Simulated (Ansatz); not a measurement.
**Ti: geometry relaxation (part 2 of 2)**

Ti (P6/mmm, 1 atom in the cell); DFT, LDA, PAW with Ansatz's default frozen-core files, scalar-relativistic, no spin polarisation (Ansatz 0.2.0); cutoff 420 eV, 19×19×18 k-mesh, Fermi–Dirac smearing of 0.1 eV. The structure was built on a prototype by a generator; it need not be a known phase. Its volume is 0.61 times that of the source entry. It belongs to a series of runs on one base structure; here: simple_hexagonal relaxed under pressure, PAW files.

Geometry of the input (Å; fractional positions):
```
2.2909  0.0000  0.0000
-1.1455  1.9840  0.0000
0.0000  0.0000  2.1535
Ti 0.0000  0.0000  0.0000
```

```
basis re-selected at this cell: Δ(F+E_penalty+E_count) = +1.616e-4 eV, ΔP = -0.004 GPa vs the last step (what re-selecting the basis moved, of the pressure what is left beyond the Pulay correction that the steps carried, after the strain that the cell walked since its last selection, with what the two solves' SCF thresholds leave and, on support functions, any second-order correction that the steps lacked; it is no measure of the basis error at this ecutwfc). The dense FFT grid was sized anew with the basis: this SCF ran on 15×15×15 points, the steps before it on 16×16×15, so part of this shift can come from that change (see relax.cell in the input reference). This SCF's stress stands 2.16e-2 GPa from its target on what of the cell is left free (relax.cell.stress_tol is 7.00e-2 GPa) and its largest allowed force component is 0.00e0 eV/Å (relax.f_tol is 5.00e-3 eV/Å): within both
SCF converged after 5 iterations
Free energy (F): -2448.042477 eV
Harris-Foulkes:  -2448.042477 eV  (|F-HF|=1.36e-12)
Internal energy: -2448.018968 eV  (E = F + TS)
E sigma→0 (E₀):  -2448.030722 eV
Entropy (-TS):   -0.023509 eV (-23.509 meV/atom)
Fermi energy:    24.896547 eV
--- Per-component energies (eV) ---
  E_band       = -12.087895
  E_kinetic    = 294.646920
  E_local      = -501.929140  (includes V_loc(G=0)·N_el)
  E_nonlocal   = 18.159240
  E_hartree    = 243.818105
  E_xc         = -102.487418
  E_vxc        = -129.317928  (∫ρ·V_xc dr)
  E_paw        = -1005.099143  (= ΣΔE_a)
  E_vpaw       = -181.283306  (= ΣTr[D̂ρ^β])
  E_aug_tail   = 0.000120  (compensation charges beyond the density's cutoff)
  E_ewald      = -1395.453601
  E_core_change = 0.325950  (= ΣΔE_core)
  E_smearing   = -0.023509  (= −TS)
  E_closure    = 0.000000  (closes the sum)
  Σ components = -2448.042477   (vs F -2448.042477, Δ=0.00e0)
--- Forces (eV/Å), atoms counted from 1 ---
  atom   1  Ti     0.00000000     0.00000000     0.00000000
  max |Σ_I F_I| component: 0.00e0 eV/Å
--- Stress (GPa, compression-positive) ---
      140.002468       0.000000       0.000000
        0.000000     140.002468       0.000000
        0.000000       0.000000     140.021555
  P = ⅓ Tr σ = 140.0088 GPa (1400.088 kbar)
--- Band table (eV; the first three rows and the last of 400) ---
  k-point 0: bands = ["-31.5044", "-5.6577", "-5.0928", "-5.0928", "19.3091", "21.5637", "26.0307", "26.0307", "32.2455", "32.2455"]
  k-point 1: bands = ["-31.4812", "-5.7918", "-5.0829", "-5.0829", "19.4676", "21.6942", "26.0575", "26.0575", "32.1248", "32.1248"]
  k-point 2: bands = ["-31.4137", "-6.1695", "-5.0545", "-5.0545", "19.8923", "22.1001", "26.1355", "26.1355", "31.7866", "31.7866"]
  k-point 399: bands = ["-29.2610", "-8.1982", "-7.9530", "-7.5277", "20.7556", "21.7216", "26.8340", "27.9012", "33.4803", "42.5905"]
--- Relaxed structure (5 steps of the walk, 5 accepted, 1 SCFs on fresh bases) ---
  F+E_penalty+E_count = -2448.04247702 eV   max|allowed force component| = 0.000e0 eV/Å   (the final SCF, on the basis selected at the relaxed cell)
  cell:  # Å, volume = 9.5725 Å³
    - [2.2419961723729585, 0.0, 0.0]
    - [-1.1209980861864792, 1.9416256404624572, 0.0]
    - [0.0, 0.0, 2.1989932352987545]
  atoms:
    - { symbol: Ti, position: [0.0, 0.0, 0.0] }
```

### File rho_z.tsv
```
# z_ang	rho[e/angstrom^3]
# format = ansatz-planar-average/11
# lattice	2.241996172	0.000000000	0.000000000
# lattice	-1.120998086	1.941625640	0.000000000
# lattice	0.000000000	0.000000000	2.198993235
# sites	1
# site	22	0.000000000	0.000000000	0.000000000
0.000000	2.653438e0
0.146600	2.479791e0
0.293199	2.010812e0
0.439799	1.405487e0
0.586398	8.747427e-1
0.732998	5.461116e-1
0.879597	4.024270e-1
1.026197	3.558670e-1
1.172796	3.558670e-1
1.319396	4.024270e-1
1.465995	5.461116e-1
1.612595	8.747427e-1
1.759195	1.405487e0
1.905794	2.010812e0
2.052394	2.479791e0
```

### File v_z.tsv
```
# z_ang	v_es[eV]	v_tot[eV]
# format = ansatz-planar-average/11
# xc	lda
# density_cutoff_ev	1680
# datasets	Ti=:simpson_from_first_knot:soft:shift=-1856575
# lattice	2.241996172	0.000000000	0.000000000
# lattice	-1.120998086	1.941625640	0.000000000
# lattice	0.000000000	0.000000000	2.198993235
# sites	1
# site	22	0.000000000	0.000000000	0.000000000
0.000000	3.210067e0	-1.360857e1
0.146600	3.748696e0	-1.284096e1
0.293199	5.404677e0	-1.052245e1
0.439799	8.179589e0	-6.741481e0
0.586398	1.190271e1	-1.849809e0
0.732998	1.597544e1	3.300887e0
0.879597	1.946488e1	7.556585e0
1.026197	2.130826e1	9.773044e0
1.172796	2.130826e1	9.773044e0
1.319396	1.946488e1	7.556585e0
1.465995	1.597544e1	3.300887e0
1.612595	1.190271e1	-1.849809e0
1.759195	8.179589e0	-6.741481e0
1.905794	5.404677e0	-1.052245e1
2.052394	3.748696e0	-1.284096e1
```

### Trajectory as extended XYZ (Å, eV, eV/Å), 6 frames, from step=1 to step=6
```
1
Lattice="2.2909 0.0000 0.0000 -1.1455 1.9840 0.0000 0.0000 0.0000 2.1535" Properties=species:S:1:pos:R:3:forces:R:3 step=1 energy=-2448.20802 pressure_GPa=129.56
Ti    0.0000    0.0000    0.0000    0.0000   0.0000   0.0000
1
Lattice="2.2701 0.0000 0.0000 -1.1351 1.9660 0.0000 0.0000 0.0000 2.1570" Properties=species:S:1:pos:R:3:forces:R:3 step=2 energy=-2448.08109 pressure_GPa=137.49
Ti    0.0000    0.0000    0.0000    0.0000   0.0000   0.0000
1
Lattice="2.2465 0.0000 0.0000 -1.1233 1.9456 0.0000 0.0000 0.0000 2.1843" Properties=species:S:1:pos:R:3:forces:R:3 step=3 energy=-2448.01956 pressure_GPa=141.47
Ti    0.0000    0.0000    0.0000    0.0000   0.0000   0.0000
1
Lattice="2.2426 0.0000 0.0000 -1.1213 1.9421 0.0000 0.0000 0.0000 2.1990" Properties=species:S:1:pos:R:3:forces:R:3 step=4 energy=-2448.04717 pressure_GPa=139.74
Ti    0.0000    0.0000    0.0000    0.0000   0.0000   0.0000
1
Lattice="2.2420 0.0000 0.0000 -1.1210 1.9416 0.0000 0.0000 0.0000 2.1990" Properties=species:S:1:pos:R:3:forces:R:3 step=5 energy=-2448.04264 pressure_GPa=140.01
Ti    0.0000    0.0000    0.0000    0.0000   0.0000   0.0000
1
Lattice="2.2420 0.0000 0.0000 -1.1210 1.9416 0.0000 0.0000 0.0000 2.1990" Properties=species:S:1:pos:R:3:forces:R:3 step=6 energy=-2448.04248 pressure_GPa=140.01
Ti    0.0000    0.0000    0.0000    0.0000   0.0000   0.0000
```

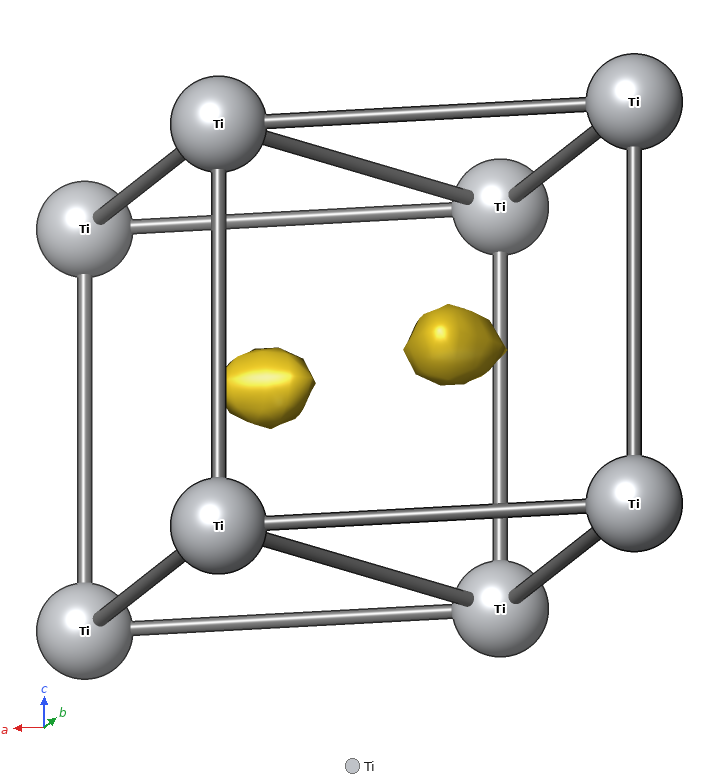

Fig. 1: Isosurface of the electron localisation function at 0.55 (yellow), seen at an oblique angle. Core shells and regions of very low density are left out. Sticks mark near contacts. The outline is the cell set on symmetry axes. Profiles from the grid: Ti–Ti (2.20 Å): the ELF is about 0.15 at the midpoint (no shared electron pair). Ti–Ti (2.24 Å): the ELF is about 0.15 at the midpoint (no localised pair between them). In a PAW calculation such maps are meaningful between the atoms, not at the nuclei.

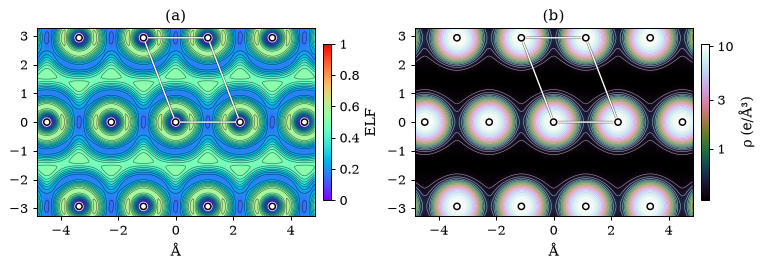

Fig. 2: (a) ELF; (b) valence electron density on the (011) plane of the conventional cell. Circles mark the nuclei in the plane (Ti). Atoms in the plane: Ti. Ti–Ti (2.24 Å): ρ at the midpoint is about 0.51 e/Å³; the ELF is about 0.15 at the midpoint; no shared electron pair. Away from the nuclei the density in this plane falls to 0.31 e/Å³ at its lowest. The strong features right at Ti lie inside the PAW spheres (semicore, d or f shells) and say nothing about bonding.

### Key numbers

```csv
quantity,value
outcome,converged
space group (tolerance 0.01 Å),P6/mmm (191)
electrons treated,12
free energy,−2448.0425 eV
Fermi energy,24.897 eV
pressure,140.01 GPa
final volume,9.57 Å³
largest force (length of the vector) at the end,under 0.001 eV/Å
final cell,"a = 2.242 Å, b = 2.242 Å, c = 2.199 Å, α = 90.00°, β = 90.00°, γ = 120.00°"
wall time,21 s
peak memory,0.34 GiB
```

### Remarks

The cell was relaxed to the target pressure of the input; what is minimised is then the enthalpy E + pV.
